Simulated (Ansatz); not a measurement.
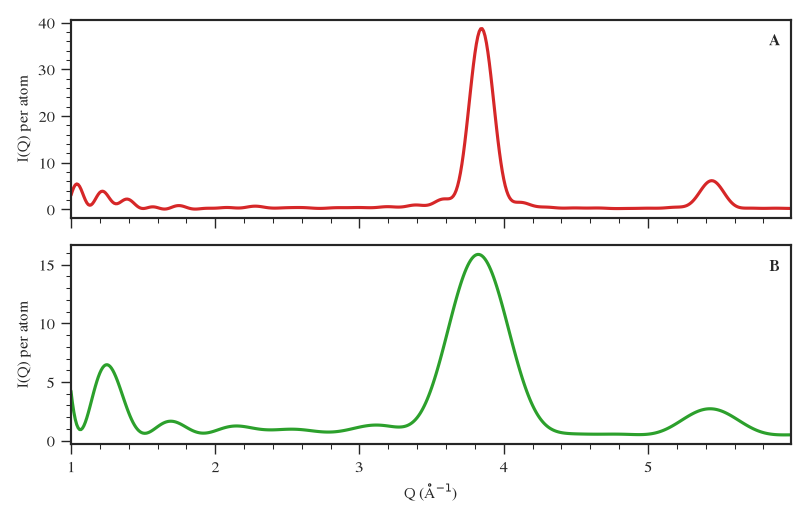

X-ray scattering of spheres cut from the crystal structure of B (Im-3m, a = 2.308 Å, b = 2.308 Å, c = 2.308 Å, α = 90.00°, β = 90.00°, γ = 90.00°), calculated atom by atom with the Debye equation (B = 0.5 Å², no relaxation of the surface). It is based on the end point of a relaxation with Ansatz 0.2.0, DFT, PBE, plane waves (420 eV) with PAW, scalar-relativistic; the starting structure was generated, so it need not be a known form of this composition.

Question: The spheres are 14 and 36 Å across. Which curve is which?

Answer: curve A: 36 Å (3943 atoms); curve B: 14 Å (259 atoms). Peak widths go roughly as 2π/D, so the largest sphere has the sharpest peaks.

Question: Index the main peaks of the largest sphere.

Answer: Q ≈ 3.85 Å⁻¹: 110; Q ≈ 5.44 Å⁻¹: 200.
